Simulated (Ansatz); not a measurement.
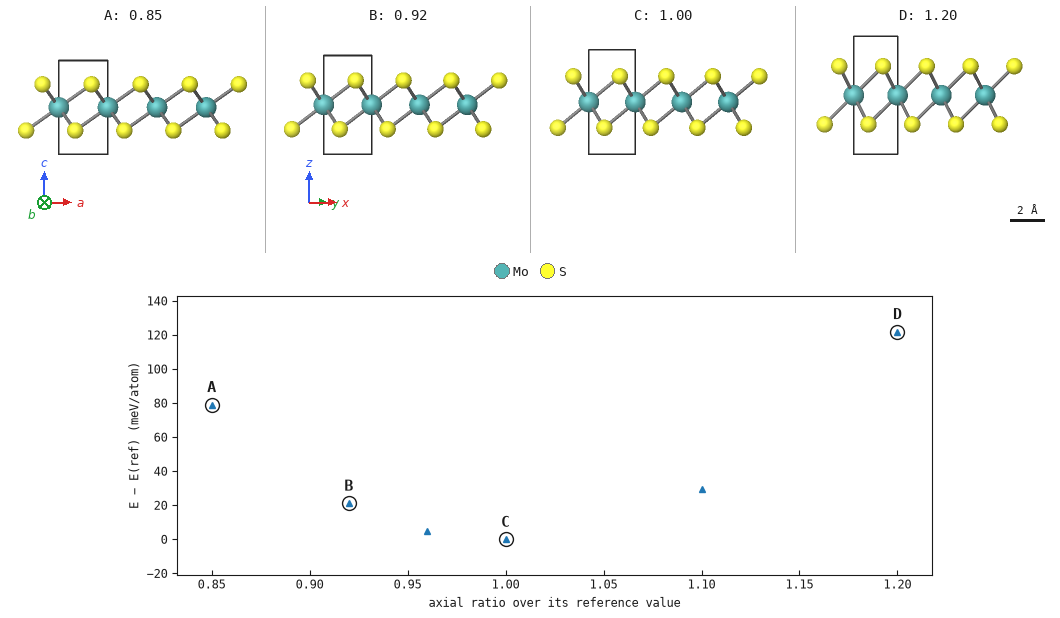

A crystal of MoS2 (P-3m1): the ratio of the cell's length along z to its lengths across, counted as 1 for the reference, is changed at fixed volume (a c/a path), with the atoms kept at their fractional coordinates. x, y and z are the Cartesian axes of the input. The lettered frames are marked on the plot. The picture is a ball-and-stick view of the cell of the calculation, repeated 3 × 2 × 1 with one cell outlined, seen along the b axis.

Method: Ansatz 0.2.0, DFT r2SCAN, scalar-relativistic, plane waves, PAW. Set-up: plane-wave cutoff 500 eV; k-point mesh 18 × 18 × 8; occupations gaussian; smearing width 0.15 eV; no spin polarisation. Energies (free energies at the smearing named) are counted from the relaxed crystal.

> What does the scan show?

Of the computed points the lowest is at the relative ratio 1.00, 0.0 meV/atom. At the ends of the scan the energy is 79.2 meV/atom (0.85) and 122.0 meV/atom (1.20). The distortion keeps the space group P-3m1. At the relative ratio 1.20 the cell of the drawing goes a 3.226 → 3.036 Å, b 3.226 → 3.036 Å, c 6.274 → 7.085 Å.

The computed points:

```
axial ratio over its reference value  E − E(ref) (meV/atom)
                                0.85                   79.2
                                0.92                   21.3
                                0.96                    5.1
                                1.00                    0.0
                                1.10                   29.4
                                1.20                  122.0
```

Limits of the set-up: layers or molecules are held without a dispersion correction, so their spacing is unreliable.
